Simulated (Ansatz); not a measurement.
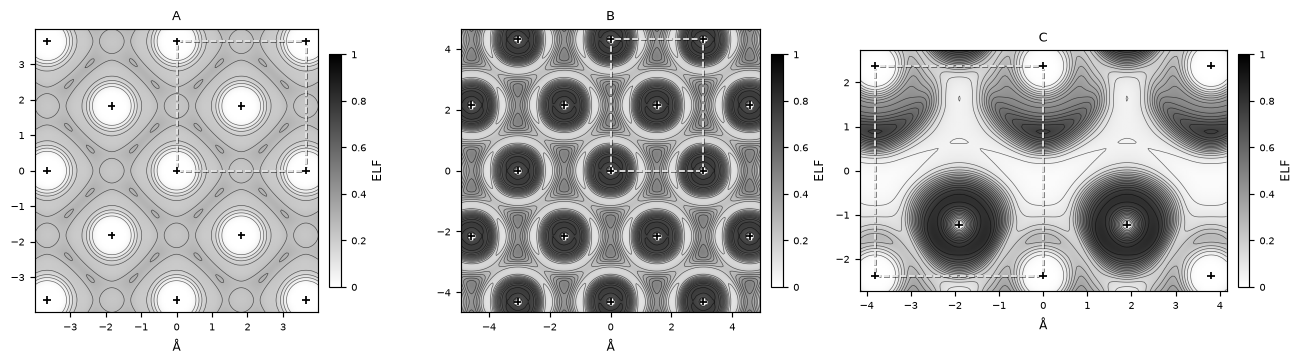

The ELF of 3 systems, each on a plane through atoms (crosses mark nuclei in the plane).

These are results of Kohn-Sham DFT of a periodic cell, PBEsol, Ansatz PAW in Ansatz 0.2.0, not measurements.

System 1: Zn, the (001) plane of the conventional cell. Space group Fm-3m; a structure from a database of computed crystals, not necessarily the ambient phase; computed pressure about 20 GPa in this cell.

System 2: SnO, the (010) plane of the conventional cell. Space group P4/nmm; a structure from a database of computed crystals, not necessarily the ambient phase.

```cif
data_structure
_symmetry_space_group_name_H-M 'P 1'
_symmetry_Int_Tables_number 1
_cell_length_a 3.8058
_cell_length_b 3.8058
_cell_length_c 4.7517
_cell_angle_alpha 90.000
_cell_angle_beta 90.000
_cell_angle_gamma 90.000
_cell_volume 68.82
loop_
_atom_site_label
_atom_site_type_symbol
_atom_site_fract_x
_atom_site_fract_y
_atom_site_fract_z
_atom_site_occupancy
Sn1 Sn 0.50000 0.00000 0.75756 1
Sn2 Sn 0.00000 0.50000 0.24244 1
O1 O 0.00000 0.00000 0.00000 1
O2 O 0.50000 0.50000 0.00000 1
```

System 3: V, the (011̄) plane of the conventional cell. Space group Im-3m; computed pressure about −15 GPa in this cell; the program warned that a starting moment wasn't kept; spin-polarised, but the moments vanished.

```
V
1.0
     3.04876    0.00000    0.00000
     0.00000    3.04876    0.00000
     0.00000    0.00000    3.04876
V
2
Direct
  0.00000 0.00000 0.00000
  0.50000 0.50000 0.50000
```

Which map belongs to which system?

Answer. Panel A is system 1, Zn: the plane holds Zn. Zn–Zn (2.58 Å): the ELF is about 0.30 at the midpoint (no localised pair shows between them). Panel B is system 3, V: the plane holds V. V–V (2.64 Å): the ELF is about 0.25 at the midpoint: no localised pair shows between them. Panel C is system 2, SnO: the plane holds Sn and O. Sn–O (2.22 Å): the ELF peaks at about 0.85 in the valence shell of O, 0.6 Å from its nucleus, and is about 0.20 at the midpoint (no shared electron pair shows on this line).
